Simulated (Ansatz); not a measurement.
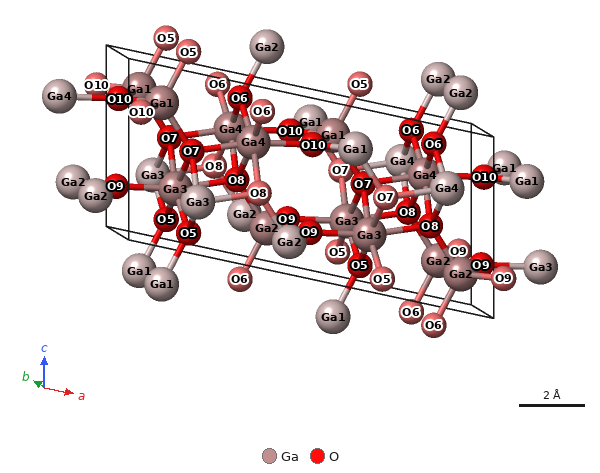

Fig. 1: The input geometry of run A (ball-and-stick view of the cell 2 times as large as that of the calculation, set on its symmetry axes, seen slightly off an axis; neighbours outside the cell are drawn fainter; atoms are numbered from 1 in the order of the input).

# Ga₂O₃: a changed input and its effect

System: Ga₂O₃ (10 atoms in the cell).
Method of run A: DFT, PBE, plane waves, PAW, no spin polarisation (Ansatz 0.2.0).

The structure derives from an entry of the Crystallography Open Database. The geometry comes from this level: r2SCAN (a point of a series of volumes). Text and figures count atoms from 1; the logs count them from 0 in places.

### The input, run A
```yaml
crystal:
  lattice:
    - [5.9593593427, -1.4779170895, 0.002356218]
    - [5.9593593427, 1.4779170895, 0.002356218]
    - [-1.3503064272, 0.0, 5.4853875374]
  atoms:
    - { symbol: Ga, position: [0.0905077044, 0.0905077044, 0.7947690581] }
    - { symbol: Ga, position: [0.9094922956, 0.9094922956, 0.2052309419] }
    - { symbol: Ga, position: [0.6587425295, 0.6587425295, 0.314441142] }
    - { symbol: Ga, position: [0.3412574705, 0.3412574705, 0.685558858] }
    - { symbol: O, position: [0.1642078127, 0.1642078127, 0.109129489] }
    - { symbol: O, position: [0.8357921873, 0.8357921873, 0.890870511] }
    - { symbol: O, position: [0.1733453342, 0.1733453342, 0.5635363169] }
    - { symbol: O, position: [0.8266546658, 0.8266546658, 0.4364636831] }
    - { symbol: O, position: [0.4962966922, 0.4962966922, 0.2562516311] }
    - { symbol: O, position: [0.5037033078, 0.5037033078, 0.7437483689] }
kpoints:
  mp_grid: { grid: [4, 4, 2] }
hamiltonian:
  xc: pbe
scf:
  occupations: { method: fermi_dirac, width: 0.02 }
  n_extra_bands: 6
output:
  forces: true
  stress: true
  eigenvalues: true
basis:
  ecutwfc: 260
```

Command:
```bash
ansatz run input.yaml --threads 2 --pin off --max-ram 3686MiB --backend cpu --events-out ev --progress --plain --runs-dir out
```

Hardware: 2 threads of Arm Neoverse V1, 24 GiB of memory available, shared host.

### Output, shortened to warnings, some set-up lines, iterations and results (run A)
```
Warning: basis.ecutwfc = 260 eV is below the records' recommended 420 eV, and the density's cutoff is lower with it unless basis.ecutrho_ratio is high enough to keep the records' density cutoff: compare with a run at a higher cutoff
Basis set: ecut = 260 eV, 921 PW (Γ), FFT grids on a1−a2, a2, a3, exchange–correlation on 32×72×60 points (8 copies of the dense FFT grid, shifted against one another)
Symmetry: 4 space group operations
k-points: 14 of 32
Initial density: superposition of atomic densities (neutral atoms: chi_scale 0, normalization atom), corrected by the library's trained network
[...]
SCF iter   1: F=—  HF=-18527.623782 eV  |F-HF|=—  |Δ(HF+E_count)|=         —  Δρ=4.68e-2  dr2=6.25e-1  ethr=1.77e-3  ⟨swp⟩=7.1  Hψ=2595  notcnv=0  defer=1
SCF iter   2: F=—  HF=-18527.135800 eV  |F-HF|=—  |Δ(HF+E_count)|=   4.88e-1  Δρ=1.90e-2  dr2=7.88e-2  ethr=7.10e-4  ⟨swp⟩=2.3  Hψ=1497  notcnv=0  defer=22
SCF iter   3: F=—  HF=-18527.159424 eV  |F-HF|=—  |Δ(HF+E_count)|=   2.36e-2  Δρ=8.05e-3  dr2=2.06e-2  ethr=8.95e-5  ⟨swp⟩=2.1  Hψ=996  notcnv=0  defer=22
SCF iter   4: F=—  HF=-18527.161170 eV  |F-HF|=—  |Δ(HF+E_count)|=   1.75e-3  Δρ=1.74e-3  dr2=2.14e-3  ethr=2.34e-5  ⟨swp⟩=2.1  Hψ=993  notcnv=0  defer=22
SCF iter   5: F=—  HF=-18527.160164 eV  |F-HF|=—  |Δ(HF+E_count)|=   1.01e-3  Δρ=3.25e-4  dr2=8.56e-5  ethr=2.43e-6  ⟨swp⟩=2.0  Hψ=1283  notcnv=0  defer=22
SCF iter   6: F=—  HF=-18527.159933 eV  |F-HF|=—  |Δ(HF+E_count)|=   2.31e-4  Δρ=8.32e-5  dr2=3.89e-6  ethr=9.73e-8  ⟨swp⟩=2.0  Hψ=1278  notcnv=0  defer=22
SCF iter   7: F=—  HF=-18527.159933 eV  |F-HF|=—  |Δ(HF+E_count)|=   1.54e-7  Δρ=2.10e-5  dr2=5.19e-7  ethr=4.42e-9  ⟨swp⟩=2.0  Hψ=1205  notcnv=0  defer=22
SCF iter   8: F=—  HF=-18527.159933 eV  |F-HF|=—  |Δ(HF+E_count)|=   1.45e-7  Δρ=1.75e-5  dr2=2.27e-7  ethr=1.14e-10  ⟨swp⟩=9.9  Hψ=2992  notcnv=0
SCF iter   9: F=-18527.159933 eV  HF=-18527.159933 eV  |F-HF|=1.74e-9  |Δ(HF+E_count)|=   3.53e-8  Δρ=3.32e-6  dr2=1.02e-8  ethr=1.14e-10  ⟨swp⟩=4.2  Hψ=2395  notcnv=0
SCF 1 converged in 9 iterations: F = -18527.159933 eV  dr2 = 1.02e-8
SCF converged after 9 iterations
Free energy (F): -18527.159933 eV
Harris-Foulkes:  -18527.159933 eV  (|F-HF|=1.74e-9)
Internal energy: -18527.159933 eV  (E = F + TS)
E sigma→0 (E₀):  -18527.159933 eV
Fermi energy:    10.831343 eV
--- Per-component energies (eV) ---
  E_band       = -28.620912
  E_kinetic    = 1576.375957
  E_local      = -8810.321003  (includes V_loc(G=0)·N_el)
  E_nonlocal   = 2034.113159
  E_hartree    = 3992.179980
  E_xc         = -728.755010
  E_vxc        = -811.462840  (∫ρ·V_xc dr)
  E_paw        = -8972.677731  (= ΣΔE_a)
  E_vpaw       = -2001.693669  (= ΣTr[D̂ρ^β])
  E_aug_tail   = 0.009221  (compensation charges beyond the density's cutoff)
  E_ewald      = -7618.084506
  E_smearing   = -0.000000  (= −TS)
  E_closure    = -0.000000  (closes the sum)
  Σ components = -18527.159933   (vs F -18527.159933, Δ=0.00e0)
--- Forces (eV/Å), atoms counted from 1 ---
  atom   1  Ga     0.42477470    -0.00000000    -0.02536804
  atom   2  Ga    -0.42477470     0.00000000     0.02536804
  atom   3  Ga     0.05564577     0.00000000     0.76162018
  atom   4  Ga    -0.05564577    -0.00000000    -0.76162018
  atom   5  O      1.03527686     0.00000000     0.30326158
  atom   6  O     -1.03527686    -0.00000000    -0.30326158
  atom   7  O      0.16707051    -0.00000000    -0.68268564
  atom   8  O     -0.16707051     0.00000000     0.68268564
  atom   9  O      0.99857433     0.00000000     0.41002421
  atom  10  O     -0.99857433    -0.00000000    -0.41002421
  max |Σ_I F_I| component: 3.33e-16 eV/Å
--- Stress (GPa, compression-positive) ---
       36.263372      -0.000000      -0.382328
       -0.000000      39.208329       0.000000
       -0.382328       0.000000      38.641616
  P = ⅓ Tr σ = 38.0378 GPa (380.378 kbar)
```

The input of run B differs as follows (lines with − go, lines with + come):
```diff
-    - [5.9593593427, -1.4779170895, 0.002356218]
-    - [5.9593593427, 1.4779170895, 0.002356218]
-    - [-1.3503064272, 0.0, 5.4853875374]
+    - [6.0445045512, -1.4990330437, 0.0023898828]
+    - [6.0445045512, 1.4990330437, 0.0023898828]
+    - [-1.3695991256, 0.0, 5.5637608051]
```

Predict how the results change.

With the same functional and potentials, run B lies 66.3 meV per atom lower. The gap on the mesh goes from 2.99 to 2.62 eV. The pressure goes from 38.04 to 24.58 GPa. The largest force goes from 1.079 to 0.875 eV/Å. The volume per atom goes from 9.66 to 10.08 Å³. The cell is scaled evenly with the atoms at fixed fractional positions, so −ΔP/Δ ln V estimates the bulk modulus midway between the two volumes: about 320 GPa. The number of SCF iterations is the same. The plane waves at Γ go from 921 to 957.

### Output, shortened to warnings, some set-up lines, iterations and results (run B)
```
Warning: basis.ecutwfc = 260 eV is below the records' recommended 420 eV, and the density's cutoff is lower with it unless basis.ecutrho_ratio is high enough to keep the records' density cutoff: compare with a run at a higher cutoff
Basis set: ecut = 260 eV, 957 PW (Γ), FFT grids on a1−a2, a2, a3, exchange–correlation on 32×72×64 points (8 copies of the dense FFT grid, shifted against one another)
Symmetry: 4 space group operations
k-points: 14 of 32
Initial density: superposition of atomic densities (neutral atoms: chi_scale 0, normalization atom), corrected by the library's trained network
[...]
SCF iter   1: F=—  HF=-18528.297377 eV  |F-HF|=—  |Δ(HF+E_count)|=         —  Δρ=4.62e-2  dr2=6.43e-1  ethr=1.77e-3  ⟨swp⟩=7.0  Hψ=2531  notcnv=0
SCF iter   2: F=—  HF=-18527.798457 eV  |F-HF|=—  |Δ(HF+E_count)|=   4.99e-1  Δρ=1.87e-2  dr2=8.21e-2  ethr=7.31e-4  ⟨swp⟩=2.2  Hψ=1498  notcnv=0  defer=22
SCF iter   3: F=—  HF=-18527.822778 eV  |F-HF|=—  |Δ(HF+E_count)|=   2.43e-2  Δρ=8.04e-3  dr2=2.19e-2  ethr=9.33e-5  ⟨swp⟩=3.0  Hψ=1356  notcnv=0  defer=22
SCF iter   4: F=—  HF=-18527.824041 eV  |F-HF|=—  |Δ(HF+E_count)|=   1.26e-3  Δρ=1.65e-3  dr2=2.08e-3  ethr=2.48e-5  ⟨swp⟩=2.0  Hψ=992  notcnv=0  defer=22
SCF iter   5: F=—  HF=-18527.823114 eV  |F-HF|=—  |Δ(HF+E_count)|=   9.28e-4  Δρ=3.31e-4  dr2=9.45e-5  ethr=2.36e-6  ⟨swp⟩=2.0  Hψ=1241  notcnv=0  defer=22
SCF iter   6: F=—  HF=-18527.822912 eV  |F-HF|=—  |Δ(HF+E_count)|=   2.01e-4  Δρ=8.61e-5  dr2=5.07e-6  ethr=1.07e-7  ⟨swp⟩=2.0  Hψ=1275  notcnv=0  defer=22
SCF iter   7: F=—  HF=-18527.822912 eV  |F-HF|=—  |Δ(HF+E_count)|=   1.12e-7  Δρ=2.84e-5  dr2=8.63e-7  ethr=5.76e-9  ⟨swp⟩=2.0  Hψ=1222  notcnv=0  defer=22
SCF iter   8: F=—  HF=-18527.822912 eV  |F-HF|=—  |Δ(HF+E_count)|=   9.04e-8  Δρ=1.73e-5  dr2=2.51e-7  ethr=9.80e-10  ⟨swp⟩=2.0  Hψ=1286  notcnv=0  defer=22
SCF iter   9: F=-18527.822912 eV  HF=-18527.822912 eV  |F-HF|=1.53e-9  |Δ(HF+E_count)|=   1.08e-8  Δρ=4.84e-6  dr2=2.51e-8  ethr=1.14e-10  ⟨swp⟩=9.1  Hψ=2490  notcnv=0
SCF 1 converged in 9 iterations: F = -18527.822912 eV  dr2 = 2.51e-8
SCF converged after 9 iterations
Free energy (F): -18527.822912 eV
Harris-Foulkes:  -18527.822912 eV  (|F-HF|=1.53e-9)
Internal energy: -18527.822912 eV  (E = F + TS)
E sigma→0 (E₀):  -18527.822912 eV
Fermi energy:    9.993300 eV
--- Per-component energies (eV) ---
  E_band       = -82.125004
  E_kinetic    = 1567.860836
  E_local      = -8967.001056  (includes V_loc(G=0)·N_el)
  E_nonlocal   = 2033.713175
  E_hartree    = 4048.018598
  E_xc         = -725.942487
  E_vxc        = -807.695612  (∫ρ·V_xc dr)
  E_paw        = -8973.704654  (= ΣΔE_a)
  E_vpaw       = -2005.041716  (= ΣTr[D̂ρ^β])
  E_aug_tail   = 0.005923  (compensation charges beyond the density's cutoff)
  E_ewald      = -7510.773247
  E_smearing   = -0.000000  (= −TS)
  E_closure    = -0.000000  (closes the sum)
  Σ components = -18527.822912   (vs F -18527.822912, Δ=0.00e0)
--- Forces (eV/Å), atoms counted from 1 ---
  atom   1  Ga     0.25569372    -0.00000000    -0.04007261
  atom   2  Ga    -0.25569372     0.00000000     0.04007261
  atom   3  Ga     0.02337456     0.00000000     0.57833319
  atom   4  Ga    -0.02337456    -0.00000000    -0.57833319
  atom   5  O      0.65626974     0.00000000     0.38565661
  atom   6  O     -0.65626974    -0.00000000    -0.38565661
  atom   7  O      0.25079335    -0.00000000    -0.58234097
  atom   8  O     -0.25079335     0.00000000     0.58234097
  atom   9  O      0.82341048     0.00000000     0.29641002
  atom  10  O     -0.82341048    -0.00000000    -0.29641002
  max |Σ_I F_I| component: 1.11e-16 eV/Å
--- Stress (GPa, compression-positive) ---
       23.235182      -0.000000      -0.557746
       -0.000000      24.574819       0.000000
       -0.557745       0.000000      25.915130
  P = ⅓ Tr σ = 24.5750 GPa (245.750 kbar)
```

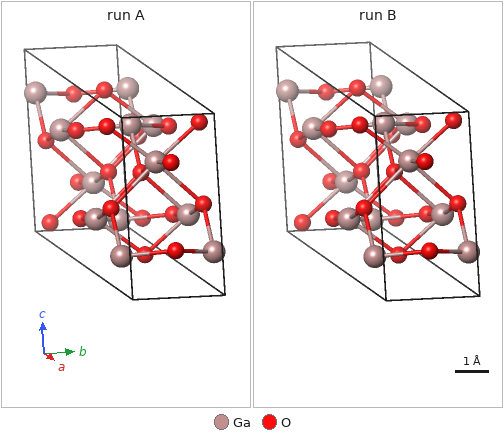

Fig. 2: The two input geometries at one scale (ball-and-stick view of the cell 2 times as large as that of the calculation, set on its symmetry axes, seen slightly off an axis). The atoms keep their places relative to the cell (all moves are under 0.005 Å). The volume changes by +4.3 %, with a 11.919 → 12.089 Å (+1.4 %), b 2.956 → 2.998 Å (+1.4 %), c 5.649 → 5.730 Å (+1.4 %). Among the contacts that change: Ga–O 2.019 → 2.048 Å, Ga–O 1.955 → 1.983 Å, Ga–O 1.889 → 1.916 Å, Ga–O 1.816 → 1.842 Å.

### The two runs side by side

| quantity | run A | run B |
| --- | --- | --- |
| outcome | converged | converged |
| free energy per atom (eV) | −1852.7160 | −1852.7823 |
| gap on the mesh (eV) | 2.99 | 2.62 |
| pressure (GPa) | 38.04 | 24.58 |
| volume per atom (Å³) | 9.66 | 10.08 |
| largest force (eV/Å) | 1.079 | 0.875 |
| SCF iterations | 9 | 9 |
| irreducible k-points | 14 | 14 |
| plane waves at Γ | 921 | 957 |
| wall time (shared host) | 1.6 s | 1.6 s |

For both runs: Warnings: the cutoff is below the recommended one.
